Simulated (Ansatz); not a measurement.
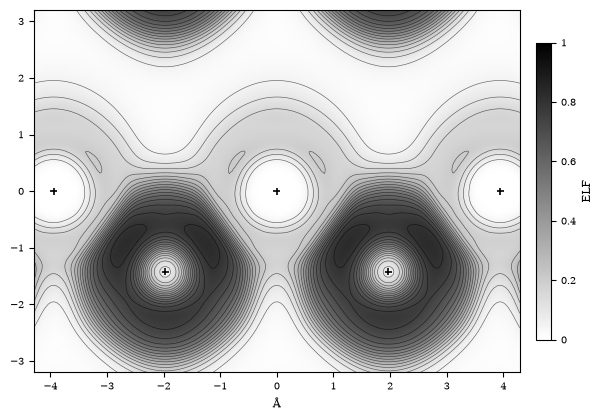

The ELF on a plane through atoms (crosses mark nuclei in the plane).

Level of theory: DFT, PBEsol, PAW with Ansatz's default frozen-core files, scalar-relativistic; relaxation of cell and atoms in Ansatz.

Candidates:
A. CaO, a = 4.77 Å, b = 4.77 Å, c = 4.77 Å, α = 90.00°, β = 90.00°, γ = 90.00°. Space group Fm-3m.
B. ZnSe, a = 3.94 Å, b = 3.94 Å, c = 5.70 Å, α = 90.00°, β = 90.00°, γ = 90.00°. Space group I-4m2; changed on purpose from its base cell (in-plane strain -0.01, out-of-plane length and atoms relaxed by PAW).

Which candidate gave the map?

Answer. Candidate B: ZnSe on the (100) plane of the conventional cell, which holds Zn and Se. Zn–Se (2.43 Å): the ELF is about 0.60 at the midpoint.
